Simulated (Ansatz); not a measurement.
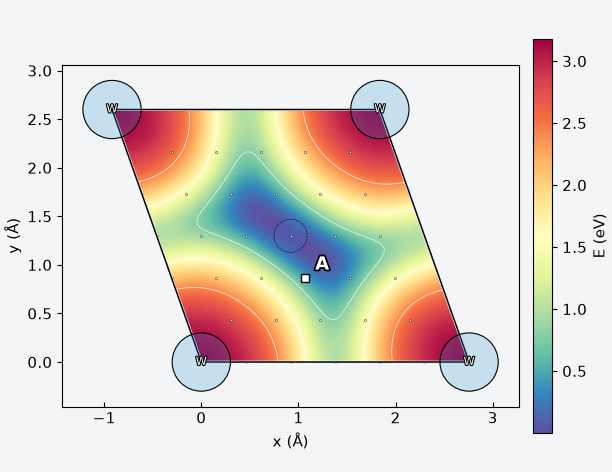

C on a W(110) slab cut from the Im-3m phase, its upper half relaxed before the scan (12 atoms of substrate and one adsorbate in a 2 × 2 cell). C is moved over the surface cell; relaxed at each place: the height of the adsorbate's atoms; substrate rigid; the origin of the map has the adsorbate above W9. Places are given modulo a cell vector. The map is drawn in real space over the plane of the surface. The grid has 6 × 6 points; 13 points were computed and 23 follow by symmetry. Places are given in fractions of the 1 × 1 surface cell. Energies: eV, counted from the lowest grid point. Computed with DFT PBE, scalar-relativistic, plane waves, PAW in Ansatz. Settings: cutoff 420 eV, k-mesh 5×5×1, gaussian smearing 0.1 eV, no spin polarisation.

Drawn: a smooth colour map with a few white contour lines, dots at the grid points, labelled circles for the atoms of the top layer and small ones for the second layer, the outline of one cell of the plane, the point A. Between grid points the surface is interpolated.

**Which way does the force act at A, and how strong is it?**

A, at (3/6, 2/6) of the cell vectors, is not a stationary point. The computed force is 2.9 eV/Å in the plane, pointing up and right in the picture (components 1.9 and 2.2 eV/Å).

PAW datasets: the set soft_1.
